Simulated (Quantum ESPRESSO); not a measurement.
# TiTe₂: 7 runs along one coordinate

System: TiTe₂ (P-3m1, 3 atoms in the cell).
Method: Kohn-Sham DFT of a periodic cell, PBE, SSSP 1.3 efficiency PBE, no spin polarisation (Quantum ESPRESSO 7.5).

The 7 runs differ only in the geometry, by an even scaling of the cell at fixed fractional positions. The structure derives from an entry of the Crystallography Open Database.

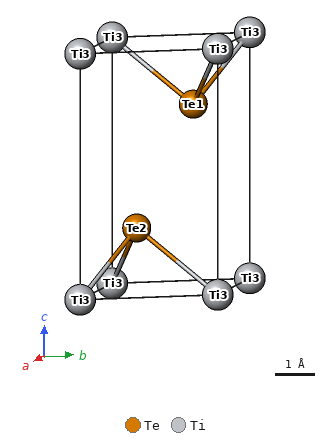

Figure 1. The structure of run 4 (ball-and-stick view of the cell of the calculation, seen slightly off an axis; atoms are numbered from 1 in the order of the input).

**Input of run 4**
```
&CONTROL
  calculation = 'scf'
  prefix = 'pwscf'
  outdir = './tmp'
  pseudo_dir = './pseudo'
  tprnfor = .true.
  tstress = .true.
  disk_io = 'low'
/
&SYSTEM
  ibrav = 0
  nat = 3
  ntyp = 2
  ecutwfc = 55
  ecutrho = 440
  nbnd = 19
  occupations = 'smearing'
  smearing = 'fd'
  degauss = 0.00367493
/
&ELECTRONS
  conv_thr = 6d-10
  electron_maxstep = 120
  mixing_beta = 0.5
/
ATOMIC_SPECIES
Te   127.6000 Te_pbe_v1.uspp.F.UPF
Ti    47.8670 ti_pbe_v1.4.uspp.F.UPF
CELL_PARAMETERS angstrom
   3.7770000000    0.0000000000    0.0000000000
  -1.8885000000    3.2709779501    0.0000000000
   0.0000000000    0.0000000000    6.4980000000
ATOMIC_POSITIONS crystal
Te     0.3333333333    0.6666666667    0.7372000000
Te     0.6666666667    0.3333333333    0.2628000000
Ti     0.0000000000    0.0000000000    0.0000000000
K_POINTS automatic
8 8 4 0 0 0
```

**File pp_density.in of run 4**
```
&INPUTPP
  prefix = 'pwscf'
  outdir = './tmp'
  filplot = 'density.dat'
  plot_num = 0
/
&PLOT
  nfile = 1
  filepp(1) = 'density.dat'
  iflag = 3
  output_format = 6
  fileout = 'density.cube'
/
```

**File pp_potential.in of run 4**
```
&INPUTPP
  prefix = 'pwscf'
  outdir = './tmp'
  filplot = 'potential.dat'
  plot_num = 11
/
&PLOT
  nfile = 1
  filepp(1) = 'potential.dat'
  iflag = 3
  output_format = 6
  fileout = 'potential.cube'
/
```

Command:
```bash
OMP_NUM_THREADS=1 pw.x -in pw.in > pw.out
OMP_NUM_THREADS=1 pp.x -in pp_density.in > pp_density.out
OMP_NUM_THREADS=1 pp.x -in pp_potential.in > pp_potential.out
```

Run 3 has the same physical settings and fractional positions; its lattice vectors (Å) are:
```
   3.751650    0.000000    0.000000
  -1.875825    3.249024    0.000000
   0.000000    0.000000    6.454388
```

**Results, with one run withheld**

```csv
run,volume per atom (Å³),"free energy per atom, from the lowest run given (meV)",pressure (GPa)
1,25.154,33.12,5.66
2,25.689,17.14,3.93
3,26.225,?,?
4,26.760,1.09,0.97
5,27.295,0.00,−0.30
6,27.830,2.93,−1.44
7,28.365,9.49,−2.47
```

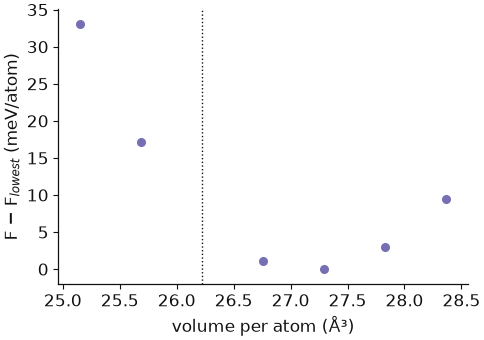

Figure 2. Free energy per atom of the runs given; the dotted line marks run 3.

What should run 3 give?

A cubic polynomial in V^(−2/3) (the Birch–Murnaghan form), fitted to the 6 runs given, misses them by under 0.01 meV per atom. With x = V^(−2/3) − 0.11164 Å⁻², it reads F = 0.81385 + 1911.3 x + 9.7805e+05 x² + 9.7976e+05 x³ (meV per atom). At run 3 it gives 6.63 meV per atom, and the run itself gives 6.65. The slope of the fit gives a pressure −dF/dV of 2.37 GPa there, and the run prints 2.37 GPa. The fit has its minimum at 27.165 Å³ per atom, where V d²F/dV² gives 62.6 GPa. Cell shape and fractional positions are held, so this is the stiffness under even scaling; the relaxed bulk modulus wasn't computed and can be far lower in a crystal of layers, chains or molecules like this one.

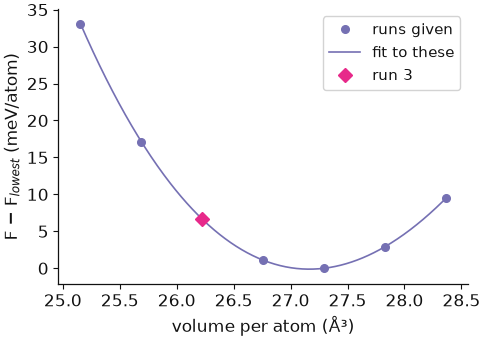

Figure 3. The fit and the withheld run.

**Some lines of the output (run 3)**
```
[...]
     total energy              =    -172.36676096 Ry
     total energy              =    -172.40185709 Ry
     total energy              =    -172.40188577 Ry
     total energy              =    -172.40225717 Ry
     total energy              =    -172.40244109 Ry
     total energy              =    -172.40244007 Ry
     total energy              =    -172.40244154 Ry
     total energy              =    -172.40244135 Ry
     total energy              =    -172.40244148 Ry
     the Fermi energy is     8.2294 ev
!    total energy              =    -172.40244149 Ry
     The total energy is F=E-TS. E is the sum of the following terms:
     Computing stress (Cartesian axis) and pressure
          total   stress  (Ry/bohr**3)                   (kbar)     P=       23.73
```

Notes on the run: negative rho.
